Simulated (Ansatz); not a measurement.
# Ge₂H (slab): what the fields show

The calculation's input:

```
crystal:
  lattice:
    - [4.0226895335, 0.0, 0.0]
    - [-2.0113447668, 3.4837513276, 0.0]
    - [0.0, 0.0, 17.6842610211]
  atoms:
    - { symbol: Ge, position: [0.3333333333, 0.6666666667, 0.2648830514] }
    - { symbol: Ge, position: [0.6666666667, 0.3333333333, 0.2261898303] }
    - { symbol: H, position: [1.0, 0.0, 0.3039007971], spin: 1.0 }
basis:
  ecutwfc: 420
kpoints:
  mp_grid: { grid: [9, 9, 1] }
hamiltonian:
  xc: pbe
  pseudopotentials: { kind: paw, azcp: { folder: soft_1 } }
  dispersion: d3bj
scf:
  occupations: { method: gaussian, width: 0.1 }
output:
  forces: true
  eigenvalues: true
  populations: true
  write_density: true
  write_potential: true
  elf: true
  volumetric_format: npy
magnetization:
  spin_polarized: true
efield:
  axis: 3
  dipole_correction: true
  ramp_width: 0.04
```

Command:

```sh
ansatz run input.yaml --threads 1 --pin off --max-ram 3072MiB --backend cpu --events-out ev --progress --plain --runs-dir out
```

A point of a scan over the structure, not its minimum; not relaxed (largest force 0.5 eV/Å); PAW files of the earlier set (soft_1); the program warned that a starting moment wasn't kept; spin-polarised, but the moments vanished.

All numbers below come from DFT PBE+D3(BJ), scalar-relativistic, plane waves, PAW (Ansatz).

Core electrons are frozen (PAW), and the valence fields are smoothed inside the atomic spheres.

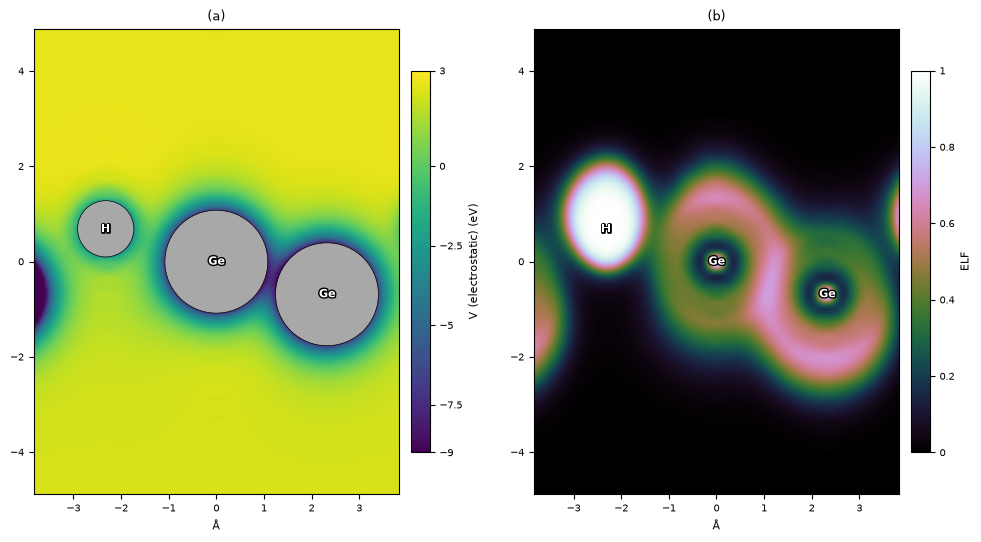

Figure 1. (a) electrostatic potential energy of an electron; (b) ELF on the (110) plane of the calculation cell, a cut from vacuum to vacuum. Grey discs cover the atomic cores in the potential map.

**Interpret the plot.**

- Atoms in the plane: Ge and H.
- Ge–Ge (2.42 Å): the ELF peaks at about 0.70 between the atoms.
- Ge–H (2.42 Å): the ELF climbs to about 1 towards the hydrogen.
- The features right at Ge lie inside the PAW spheres, where the map follows smoothed inner orbitals and isn't to be read closely.
- Outside the cores the potential energy rises away from the atoms and is highest in the vacuum; its zero is arbitrary.

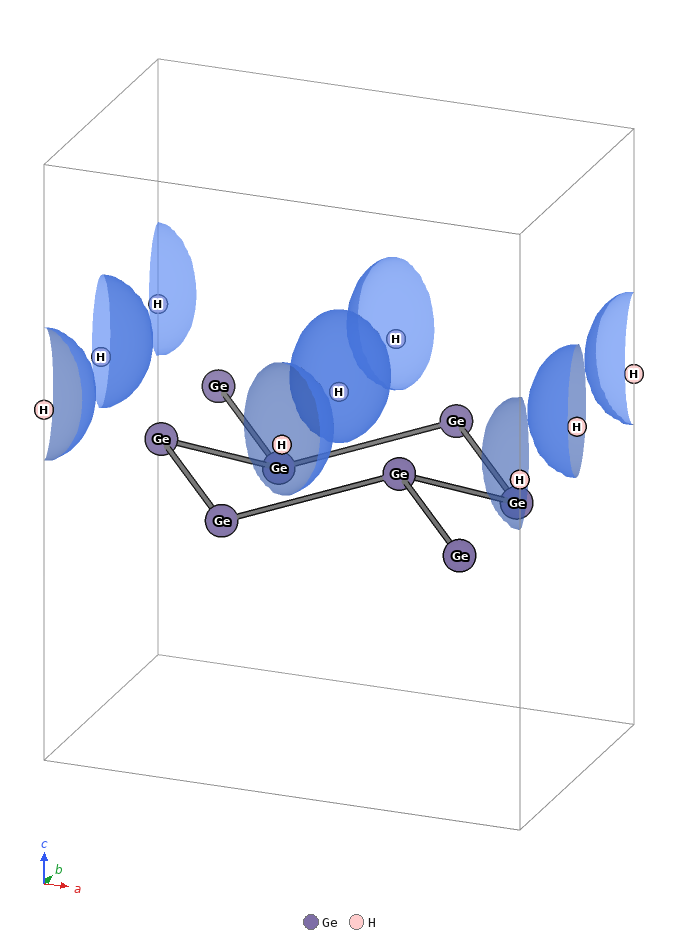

Figure 2. Isosurface of the electron localisation function at 0.85 (blue), seen slightly off an axis. Core shells and regions of very low density are left out. Sticks mark near contacts.

**Identify the bonds, lone pairs and shells in this picture.**

The surface consists of one region around a hydrogen nucleus, counted in one cell of 3 atoms. Counts are for one cell; the picture repeats the cell along the surface.

**Metal or insulator at this level of theory?**

It is metallic or semimetallic at this level of theory: no gap opens.
